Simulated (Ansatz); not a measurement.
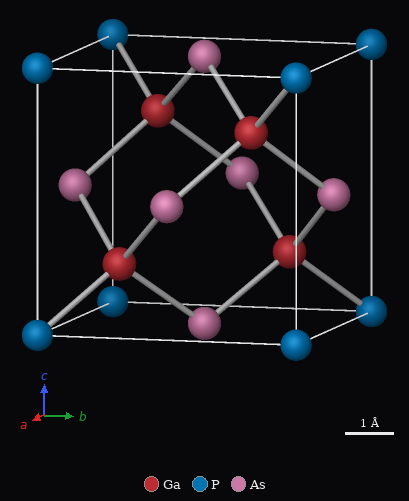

Normal modes of solid Ga$_{4}$As$_{3}$P (a generated structure), space group P-43m (No. 215), at the zone centre. The picture is a ball-and-stick view of the cell of the calculation, seen slightly off an axis.

All numbers below come from DFT PBE, scalar-relativistic, plane waves, PAW (Ansatz).

Input file:
```yaml
crystal:
  lattice:
    - [5.6837364785, 0.0, 0.0]
    - [0.0, 5.6837364785, 0.0]
    - [0.0, 0.0, 5.6837364785]
  atoms:
    - { symbol: Ga, position: [0.2453549706, 0.7546450294, 0.2453549706] }
    - { symbol: Ga, position: [0.2453549706, 0.2453549706, 0.7546450294] }
    - { symbol: Ga, position: [0.7546450294, 0.7546450294, 0.7546450294] }
    - { symbol: Ga, position: [0.7546450294, 0.2453549706, 0.2453549706] }
    - { symbol: P, position: [0.0, 0.0, 0.0] }
    - { symbol: As, position: [0.0, 0.5, 0.5] }
    - { symbol: As, position: [0.5, 0.5, 0.0] }
    - { symbol: As, position: [0.5, 0.0, 0.5] }
basis:
  ecutwfc: 420
kpoints:
  mp_grid: { grid: [6, 6, 6] }
hamiltonian:
  xc: pbe
scf:
  occupations: { method: fixed }
output:
  eigenvalues: true
phonons:
  method: dfpt
  dielectric: true
  rigid_motions: translations
  eigenvectors: true
```

Launched with:
```bash
ansatz run input.yaml --threads 1 --pin off --max-ram 2560MiB --backend cpu --events-out ev --progress --plain --runs-dir out
```

Frequencies are those without the non-analytic (LO–TO) term.

List the optical modes.

The calculation's cell holds 8 atoms, so there are 21 optical modes, in 8 levels. The optical modes span 2T₁ + 4T₂ + A₁ + E. No level is unstable.

```json
{"level": "1", "symmetry": "T₁", "frequency (cm⁻¹)": "78", "activity": "silent"}
{"level": "2", "symmetry": "T₂", "frequency (cm⁻¹)": "84", "activity": "infrared- and Raman-active"}
{"level": "3", "symmetry": "T₂", "frequency (cm⁻¹)": "222", "activity": "infrared- and Raman-active"}
{"level": "4", "symmetry": "A₁", "frequency (cm⁻¹)": "225", "activity": "Raman-active"}
{"level": "5", "symmetry": "E", "frequency (cm⁻¹)": "229", "activity": "Raman-active"}
{"level": "6", "symmetry": "T₁", "frequency (cm⁻¹)": "240", "activity": "silent"}
{"level": "7", "symmetry": "T₂", "frequency (cm⁻¹)": "251", "activity": "infrared- and Raman-active"}
{"level": "8", "symmetry": "T₂", "frequency (cm⁻¹)": "323", "activity": "infrared- and Raman-active"}
```

The modes drawn as arrows (one member of each degenerate set), 6 of the levels:

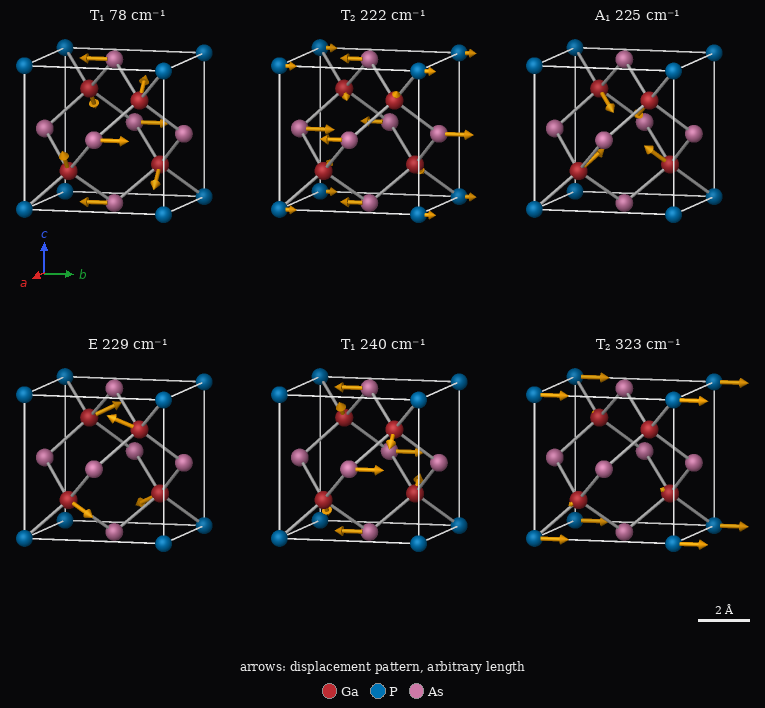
